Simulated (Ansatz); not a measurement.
Se

```xyz
18
Lattice="10.7240 0.0000 0.0000 -5.3620 9.2873 0.0000 0.0000 0.0000 4.6852" Properties=species:S:1:pos:R:3 pbc="T T T"
Se    0.7177    2.0149    0.5698
Se    6.0798    5.1106    2.1315
Se    0.7176    8.2064    3.6933
Se    3.2582    8.9014    0.5698
Se    3.2583    2.7098    2.1315
Se   -2.1038    5.8056    3.6933
Se   -3.9759    7.6583    0.5698
Se    6.7481    1.4667    2.1315
Se    1.3861    4.5625    3.6933
Se    4.6443    1.0809    0.9920
Se   -0.7178    4.1767    2.5537
Se    4.6443    7.2724    4.1154
Se    7.4658    3.4817    0.9920
Se    2.1037    6.5774    2.5537
Se    2.1038    0.3859    4.1154
Se    3.9759    4.7247    0.9920
Se   -1.3861    7.8205    2.5537
Se    9.3379    1.6290    4.1154
```

Space group R-3; changed on purpose from its base cell (volume × 1.03, shape and atoms relaxed).

Computed with DFT PBEsol, scalar-relativistic, plane waves, PAW (Ansatz 0.2.0).

Q: What can the converged valence pseudo-density and electron localisation function tell about the bonding?

A: Se–Se (2.42 Å): ρ is about 0.6 e/Å³ halfway; the ELF peaks at about 0.75 between the atoms.

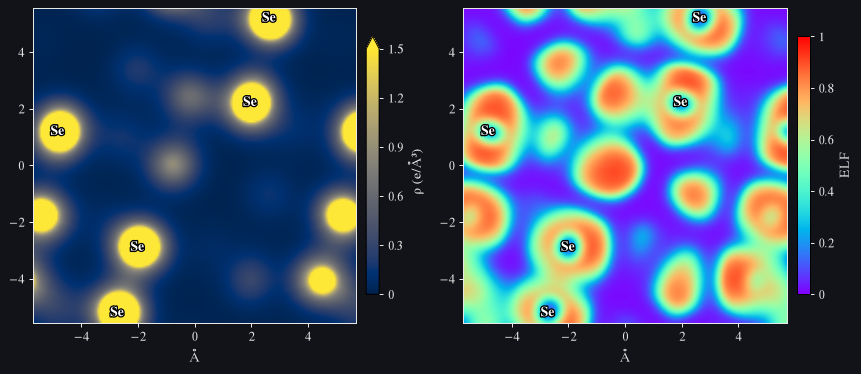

Computed valence pseudo-density and electron localisation function on the (011) plane of the conventional cell, in this order. Atoms just off the plane (Se, 0.5 Å away) can leave unmarked features too.
